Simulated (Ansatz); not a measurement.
**WSe2 (P6_3/mmc): one cell, many starting occupations**

Task: map the metastable states of WSe2 (P6_3/mmc) by varying the start. Cell and atoms stay fixed.

Program: Ansatz 0.2.0. Level of theory: DFT PBEsol+U (U_eff = 4 eV on W d), plane waves, PAW, no spin–orbit coupling unless a run says so. These are calculated values, not measurements.

## (1) The system as given

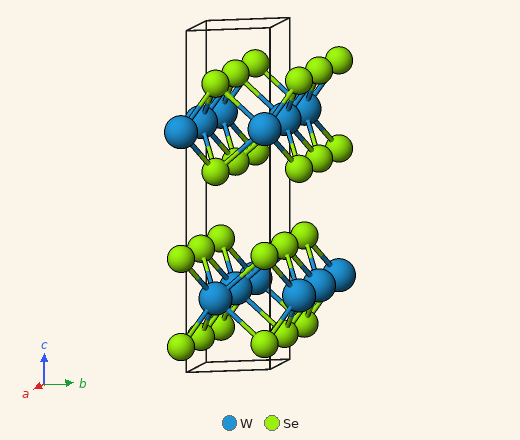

Start, viewed slightly off an axis; tungsten blue, selenium green. 3×2×1 cells are drawn.

As a file:

```
CELL_PARAMETERS angstrom
3.29000 0.00000 0.00000
-1.64500 2.84922 0.00000
0.00000 0.00000 12.97000
ATOMIC_POSITIONS crystal
W 0.33333 0.66667 0.25000
W 0.66667 0.33333 0.75000
Se 0.33333 0.66667 0.62100
Se 0.66667 0.33333 0.12100
Se 0.33333 0.66667 0.87900
Se 0.66667 0.33333 0.37900
```

Magnetic order typed: opposed in the cell.

The runs: from atoms, symmetry kept, no search; natural orbitals of the symmetric run, filled by rank; random orbitals: single harmonics, first filling; random orbitals: fully mixed, first filling; random orbitals: drawn by pairs, first filling; from atoms, default search.

## (2) From atoms, symmetry kept, no search

Input file input.yaml:

```yaml
crystal:
  lattice:
    - [3.28999882, 0.0, 0.0]
    - [-1.64499941, 2.84922255, 0.0]
    - [0.0, 0.0, 12.97000144]
  atoms:
    - { symbol: W, position: [0.3333333333, 0.6666666667, 0.25], spin: 2.0 }
    - { symbol: W, position: [0.6666666667, 0.3333333333, 0.75], spin: -2.0 }
    - { symbol: Se, position: [0.3333333333, 0.6666666667, 0.621] }
    - { symbol: Se, position: [0.6666666667, 0.3333333333, 0.121] }
    - { symbol: Se, position: [0.3333333333, 0.6666666667, 0.879] }
    - { symbol: Se, position: [0.6666666667, 0.3333333333, 0.379] }
basis:
  ecutwfc: 420
  ecutrho_ratio: 4
kpoints:
  mp_grid: { grid: [7, 7, 2] }
hamiltonian:
  xc: pbesol
  hubbard:
    sites: [{ site: 0, l: d, u_eff: 4.0 }, { site: 1, l: d, u_eff: 4.0 }]
scf:
  occupations: { method: gaussian, width: 0.05 }
  lower_state_search: "off"
  max_iter: 150
output:
  forces: true
  stress: true
  eigenvalues: true
  populations: true
  hubbard: { sites: [{ site: 0, l: d }, { site: 1, l: d }] }
magnetization:
  spin_polarized: true
```

The run is started by

```console
> ansatz run input.yaml --threads 4 --pin off --max-ram 6144MiB --backend cpu --events-out ev --progress --plain --runs-dir out
```

What it wrote (excerpt; [...] marks lines left out):

```text
Warning: RAYON_NUM_THREADS=4 ignored (pool sized by the plan → 4); use --threads N
W: projections on atomic orbitals take those of the free atom [Kr 4d10 4f14] 5s2 5p6 5d4 6s2, of charge +0.00 (hamiltonian.pseudopotentials.projection_atoms); the dataset's partial waves leave at most 6.5e-5 of an orbital's norm unspanned inside its sphere
Se: projections on atomic orbitals take those of the free atom [Ar] 3d10 4s2 4p4, of charge +0.00 (hamiltonian.pseudopotentials.projection_atoms); the dataset's partial waves leave at most 2.3e-6 of an orbital's norm unspanned inside its sphere
[...]
Pseudopotentials: kind: paw
Pseudopotential: W, paw, valence charge 14, recommended cutoff 420 eV (normal), W.paw.azcp
Pseudopotential: Se, paw, valence charge 16, recommended cutoff 420 eV (normal), Se.paw.azcp
Functional definition: PBEsol
[...]
Crystal: 6 atoms, lattice volume = 121.580 Å³
[...]
WARN: the starting moments were not kept: the SCF closed with an absolute magnetisation of 4.4e-6 μB, where they sum to 4 μB in size (2 sites). That is at most 0.1 of that sum. Measured as dr2_m measures the in/out step, that magnetisation stands 3.0e-12 eV from none, at or under the [...]
     2     Se     16.0832    -0.0000
     3     Se     16.0832     0.0000
     4     Se     16.0832    -0.0000
     5     Se     16.0832     0.0000
  spilling = 0.004424 (of n_electrons = 92.000000)
--- Occupation matrices: 2 shells (run DFT+U table (all-electron-ortho-atomic); ε = 3.42e-4) ---
  W0 d_5D: site group D3h (-6m2)
  W0 d_5D up     Tr n = 2.5219  λ = 0.459 0.459 0.512 0.512 0.580  [2× xz 0.50 E''(1.00) | 2× x2-y2 0.50 E'(1.00) | z2 1.00 A1'(1.00)]
  W0 d_5D dn     Tr n = 2.5219  λ = 0.459 0.459 0.512 0.512 0.580  [2× xz 0.50 E''(1.00) | 2× x2-y2 0.50 E'(1.00) | z2 1.00 A1'(1.00)]
  W1 d_5D: site group D3h (-6m2)
  W1 d_5D up     Tr n = 2.5219  λ = 0.459 0.459 0.512 0.512 0.580  [2× xz 0.50 E''(1.00) | 2× x2-y2 0.50 E'(1.00) | z2 1.00 A1'(1.00)]
  W1 d_5D dn     Tr n = 2.5219  λ = 0.459 0.459 0.512 0.512 0.580  [2× xz 0.50 E''(1.00) | 2× x2-y2 0.50 E'(1.00) | z2 1.00 A1'(1.00)]
  Tr n, λ and their labels are of the run-group-symmetrised matrices; stabiliser: 48 of 48 elements of G0×{1,Θ} (closed), max defect 3.2e-6 at τ = 7.3e-5
```

Run time: 10 s. Hardware: 4 threads of AMD EPYC 7B13 (Zen 3), shared host; peak memory 0.63 GiB.

Result: a gap on the mesh of 1.22 eV, pressure -1.1 GPa, no moment over 0.05 μB in any sphere, largest force component 0.13 eV/Å, 12 symmetry operations imposed.

How the shells are filled (orbitals counted by the eigenvalues of the occupation matrices):

```
        shell  channel  electrons  over 0.8  0.2 to 0.8  under 0.2
W 5d (atom 1)       up       2.52         0           5          0
W 5d (atom 1)     down       2.52         0           5          0
```

[end of part 1 of 3]
